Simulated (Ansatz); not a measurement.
Given this structure:

```xyz
2
Lattice="2.8704 0.0000 0.0000 1.2153 3.5092 0.0000 1.2370 0.2055 3.5485" Properties=species:S:1:pos:R:3 pbc="T T T"
Ge    2.7382    2.8381    2.6359
Ge    2.5846    0.8766    0.9126
```

Say what kind of structure these coordinates give.

Answer. The element is germanium. Symmetry: P-1 (No. 2), primitive triclinic lattice. The cell holds two atoms. The numbers of neighbours within bonding distance are Ge 4.

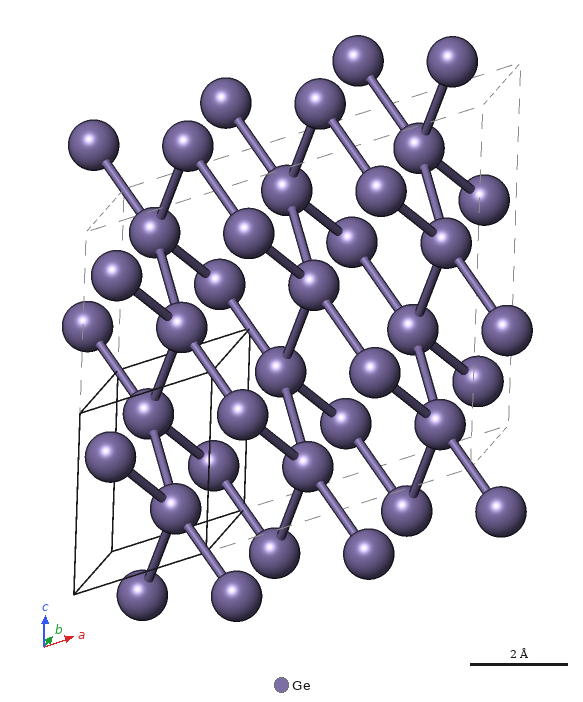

Shown here is a ball-and-stick view of the crystal, taken slightly off an axis. The drawing covers 3×1×2 cells, and the solid lines enclose one conventional unit cell. Bonded atoms from the next cells complete the picture.

The initial geometry was a structure listed in the Materials Project. The cell was then strained or its atoms displaced on purpose. It went into a calculation with Ansatz.
